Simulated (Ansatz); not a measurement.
## HfS$_{2}$: a changed input and its effect

System: HfS$_{2}$ (P-3m1, 3 atoms in the cell).
Method of run 1: DFT PBE+D3(BJ), scalar-relativistic, plane waves, PAW, no spin polarisation (Ansatz 0.2.0).

The structure derives from a Materials Project entry. Text and figures count atoms from 1; the logs count them from 0 in places.

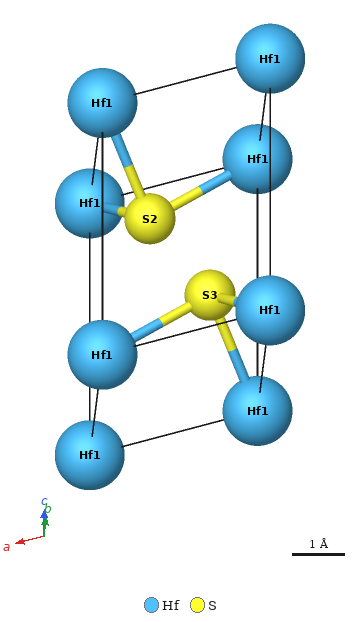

Figure 1. The structure as given in the input (ball-and-stick view of the cell of the calculation, seen at an oblique angle; atoms are numbered from 1 in the order of the input). Near neighbours in the crystal (not all of them lie inside the picture): Hf has 6 S at 2.54 Å; S has 3 Hf at 2.54 Å.

Input, run 1:
```yaml
crystal:
  lattice:
    - [3.6058628441, 0.0, 0.0]
    - [-1.8029314221, 3.1227688256, 0.0]
    - [0.0, 0.0, 5.7703877486]
  atoms:
    - { symbol: Hf, position: [0.0, 0.0, 0.0] }
    - { symbol: S, position: [0.6666666667, 0.3333333333, 0.7476059866] }
    - { symbol: S, position: [0.3333333333, 0.6666666667, 0.2523940134] }
basis:
  ecutwfc: 420
kpoints:
  mp_grid: { grid: [12, 12, 6] }
  band_path: { path: [VBM, CBM], npoints: 2 }
hamiltonian:
  xc: pbe
  dispersion: d3bj
scf:
  occupations: { method: gaussian, width: 0.02 }
output:
  forces: true
  stress: true
  eigenvalues: true
checkpoint:
  read: start.run
  write: ck
  compress: false
  write_wavefunctions: false
  write_every: 100000
```

Launched with:
```bash
ansatz run input.yaml --threads 1 --pin off --max-ram 2560MiB --backend cpu --events-out ev --progress --plain --runs-dir out
```

Hardware: 1 thread of AMD EPYC (Zen 5), 32 GiB of memory available, shared host.

Output, shortened to warnings, some set-up lines, iterations and results (run 1):
```
Basis set: ecut = 420 eV, 1243 PW (Γ), exchange–correlation on 50×50×80 points (8 copies of the dense FFT grid, shifted against one another)
Symmetry: 12 space group operations
k-points: 100 of 864
Initial density: read from a saved state, or passed on in memory by an earlier SCF of this step, an earlier step, the calling program or the single point that the run made first
[...]
SCF iter   1: F=—  HF=-17531.164283 eV  |F-HF|=—  |Δ(HF+E_count)|=         —  Δρ=8.43e-6  dr2=6.32e-8  ethr=2.69e-7  ⟨swp⟩=3.0  Hψ=16068  notcnv=0
SCF iter   2: F=—  HF=-17531.164284 eV  |F-HF|=—  |Δ(HF+E_count)|=   1.06e-6  Δρ=4.70e-6  dr2=1.81e-8  ethr=1.66e-10  ⟨swp⟩=6.7  Hψ=10461  notcnv=0
SCF iter   3: F=-17531.164284 eV  HF=-17531.164284 eV  |F-HF|=4.19e-9  |Δ(HF+E_count)|=   3.15e-8  Δρ=1.95e-6  dr2=4.26e-9  ethr=4.76e-11  ⟨swp⟩=2.3  Hψ=8296  notcnv=0
SCF 1 converged in 3 iterations: F = -17531.164284 eV  dr2 = 4.26e-9
NSCF: frozen V_eff on 34 k-points
NSCF: frozen V_eff on 34 k-points
NSCF: frozen V_eff on 34 k-points
NSCF: frozen V_eff on 34 k-points
NSCF: frozen V_eff on 26 k-points
NSCF: frozen V_eff on 11 k-points
NSCF: frozen V_eff on 11 k-points
NSCF: frozen V_eff on 20 k-points
NSCF: frozen V_eff on 7 k-points
NSCF: frozen V_eff on 17 k-points
NSCF: frozen V_eff on 10 k-points
NSCF: frozen V_eff on 7 k-points
NSCF: frozen V_eff on 8 k-points
NSCF: frozen V_eff on 9 k-points
NSCF: frozen V_eff on 3 k-points
SCF converged after 3 iterations
Free energy (F): -17531.164284 eV
Harris-Foulkes:  -17531.164284 eV  (|F-HF|=4.19e-9)
Internal energy: -17531.164284 eV  (E = F + TS)
E sigma→0 (E₀):  -17531.164284 eV
Fermi energy:    10.082324 eV
--- Per-component energies (eV) ---
  E_band       = -190.706767
  E_kinetic    = 635.143123
  E_local      = -8015.998162  (includes V_loc(G=0)·N_el)
  E_nonlocal   = -1186.766571
  E_hartree    = 3701.611106
  E_xc         = -494.421404
  E_vxc        = -441.239271  (∫ρ·V_xc dr)
  E_paw        = -8127.521262  (= ΣΔE_a)
  E_vpaw       = 1414.933306  (= ΣTr[D̂ρ^β])
  E_aug_tail   = 0.000002  (compensation charges beyond the density's cutoff)
  E_ewald      = -4042.188974
  E_disp       = -1.022141  (pairwise vdW)
  E_smearing   = -0.000000  (= −TS)
  E_closure    = -0.000000  (closes the sum)
  Σ components = -17531.164284   (vs F -17531.164284, Δ=0.00e0)
--- Forces (eV/Å), atoms counted from 1 ---
  atom   1  Hf     0.00000000     0.00000000     0.00000000
  atom   2  S     -0.00000000    -0.00000000    -0.00067050
  atom   3  S      0.00000000     0.00000000     0.00067050
  max |Σ_I F_I| component: 4.63e-18 eV/Å
--- Stress (GPa, compression-positive) ---
       -0.011941      -0.000000      -0.000000
       -0.000000      -0.011941       0.000000
       -0.000000       0.000000      -0.015684
  P = ⅓ Tr σ = -0.0132 GPa (-0.132 kbar)
```

For run 2 the input was changed thus:
```diff
-    - [3.6058628441, 0.0, 0.0]
-    - [-1.8029314221, 3.1227688256, 0.0]
-    - [0.0, 0.0, 5.7703877486]
+    - [3.5517749015, 0.0, 0.0]
+    - [-1.7758874507, 3.0759272932, 0.0]
+    - [0.0, 0.0, 5.6838319324]
-    - { symbol: S, position: [0.6666666667, 0.3333333333, 0.7476059866] }
-    - { symbol: S, position: [0.3333333333, 0.6666666667, 0.2523940134] }
+    - { symbol: S, position: [0.6666666667, 0.3333333333, 0.7403278231] }
+    - { symbol: S, position: [0.3333333333, 0.6666666667, 0.2596721769] }
```

How does run 2 compare with run 1?

With the same functional and potentials, run 2 lies 6.5 meV per atom higher. The gap on the mesh goes from 0.85 to 0.63 eV. The pressure goes from −0.01 to 2.28 GPa. The volume per atom goes from 21.66 to 20.70 Å³. The plane waves at Γ go from 1243 to 1213.

Output, shortened to warnings, some set-up lines, iterations and results (run 2):
```
Basis set: ecut = 420 eV, 1213 PW (Γ), exchange–correlation on 48×48×80 points (8 copies of the dense FFT grid, shifted against one another)
Symmetry: 12 space group operations
k-points: 100 of 864
Initial density: read from a saved state, or passed on in memory by an earlier SCF of this step, an earlier step, the calling program or the single point that the run made first
[...]
SCF iter   1: F=—  HF=-17531.144726 eV  |F-HF|=—  |Δ(HF+E_count)|=         —  Δρ=6.31e-6  dr2=2.53e-8  ethr=2.70e-7  ⟨swp⟩=3.0  Hψ=15995  notcnv=0
SCF iter   2: F=—  HF=-17531.144726 eV  |F-HF|=—  |Δ(HF+E_count)|=   1.84e-8  Δρ=4.22e-6  dr2=1.34e-8  ethr=6.66e-11  ⟨swp⟩=6.8  Hψ=10481  notcnv=0
SCF iter   3: F=-17531.144726 eV  HF=-17531.144726 eV  |F-HF|=9.46e-10  |Δ(HF+E_count)|=   4.91e-9  Δρ=1.09e-6  dr2=6.70e-10  ethr=3.52e-11  ⟨swp⟩=1.6  Hψ=7207  notcnv=0
SCF 1 converged in 3 iterations: F = -17531.144726 eV  dr2 = 6.70e-10
NSCF: frozen V_eff on 34 k-points
NSCF: frozen V_eff on 34 k-points
NSCF: frozen V_eff on 34 k-points
NSCF: frozen V_eff on 34 k-points
NSCF: frozen V_eff on 26 k-points
NSCF: frozen V_eff on 11 k-points
NSCF: frozen V_eff on 11 k-points
NSCF: frozen V_eff on 11 k-points
NSCF: frozen V_eff on 11 k-points
NSCF: frozen V_eff on 7 k-points
NSCF: frozen V_eff on 3 k-points
SCF converged after 3 iterations
Free energy (F): -17531.144726 eV
Harris-Foulkes:  -17531.144726 eV  (|F-HF|=9.46e-10)
Internal energy: -17531.144726 eV  (E = F + TS)
E sigma→0 (E₀):  -17531.144726 eV
Fermi energy:    10.763362 eV
--- Per-component energies (eV) ---
  E_band       = -162.606808
  E_kinetic    = 636.949692
  E_local      = -7846.491217  (includes V_loc(G=0)·N_el)
  E_nonlocal   = -1186.538445
  E_hartree    = 3630.691575
  E_xc         = -495.086826
  E_vxc        = -442.144366  (∫ρ·V_xc dr)
  E_paw        = -8127.855967  (= ΣΔE_a)
  E_vpaw       = 1414.234843  (= ΣTr[D̂ρ^β])
  E_aug_tail   = 0.000002  (compensation charges beyond the density's cutoff)
  E_ewald      = -4141.739084
  E_disp       = -1.074454  (pairwise vdW)
  E_smearing   = -0.000000  (= −TS)
  E_closure    = -0.000000  (closes the sum)
  Σ components = -17531.144726   (vs F -17531.144726, Δ=0.00e0)
--- Forces (eV/Å), atoms counted from 1 ---
  atom   1  Hf     0.00000000     0.00000000     0.00000000
  atom   2  S     -0.00000000     0.00000000     0.00067200
  atom   3  S      0.00000000    -0.00000000    -0.00067200
  max |Σ_I F_I| component: 4.63e-18 eV/Å
--- Stress (GPa, compression-positive) ---
        2.882230       0.000000       0.000000
        0.000000       2.882230       0.000000
        0.000000       0.000000       1.071219
  P = ⅓ Tr σ = 2.2786 GPa (22.786 kbar)
```

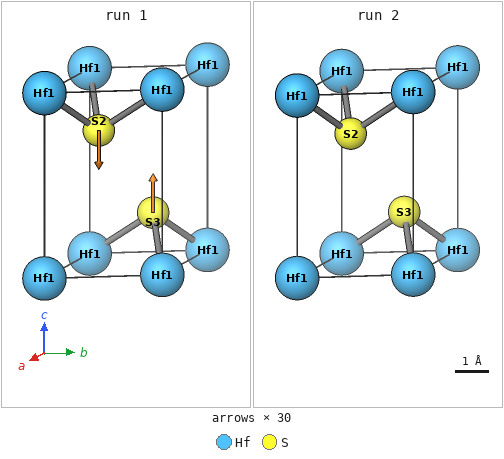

Figure 2. The two input geometries at one scale (ball-and-stick view of the cell of the calculation, seen slightly off an axis). The orange arrows on the first give the shifts of the atoms relative to the cell, with their mean removed, magnified 30 times. The largest moves relative to the cell, 0.041 Å, are those of S2 and S3. Hf stays in place. (The mean shift of all atoms is removed.) The drawn cell changes as follows: a = b 3.606 → 3.552 Å (−1.5 %), c 5.770 → 5.684 Å (−1.5 %); the volume changes by −4.4 %. Among the contacts that change: Hf1–S2 2.541 → 2.527 Å.

The two runs side by side:

| quantity | run 1 | run 2 |
| --- | --- | --- |
| outcome | converged | converged |
| free energy per atom (eV) | −5843.7214 | −5843.7149 |
| gap on the mesh (eV) | 0.85 | 0.63 |
| pressure (GPa) | −0.01 | 2.28 |
| volume per atom (Å³) | 21.66 | 20.70 |
| largest force (eV/Å) | 0.001 | 0.001 |
| irreducible k-points | 100 | 100 |
| plane waves at Γ | 1243 | 1213 |
| wall time (shared host) | 4.2 s | 3.7 s |

For both runs: Spin–orbit coupling is left out, which matters for Hf.
